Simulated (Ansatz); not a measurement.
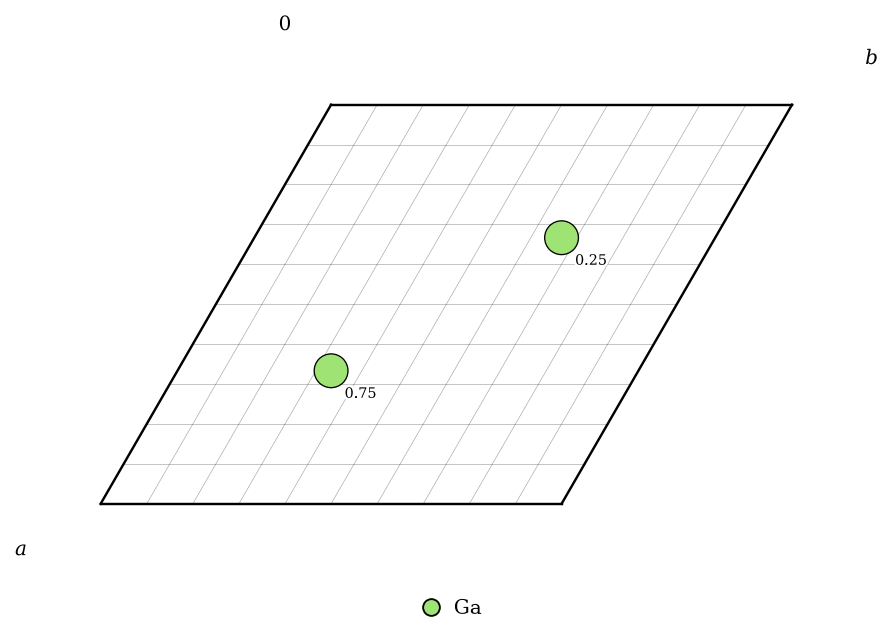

Plan of a unit cell projected along c (a down the page, b across); the numbers are heights as fractions of c, and atoms on the cell's edges are repeated. The grid marks tenths of a and b. Source: the end point of a relaxation with Ansatz 0.2.0, DFT, PBEsol, plane waves (420 eV) with PAW, scalar-relativistic; the starting structure was generated, so it need not be a known form of this composition. Geometry calculated from the standardised cell; symmetry tolerance 0.002 Å.

a = 2.965 Å, b = 2.965 Å, c = 4.689 Å, α = 90.00°, β = 90.00°, γ = 120.00°.

What does the cell contain?

2 Ga: Ga, Z = 2.

Which space group?

No. 194, P6₃/mmc, primitive hexagonal.

Give the fractional coordinates of all atoms, to two places.

```json
{"atom": "Ga", "x": "0.33", "y": "0.67", "z": "0.25"}
{"atom": "Ga", "x": "0.67", "y": "0.33", "z": "0.75"}
```
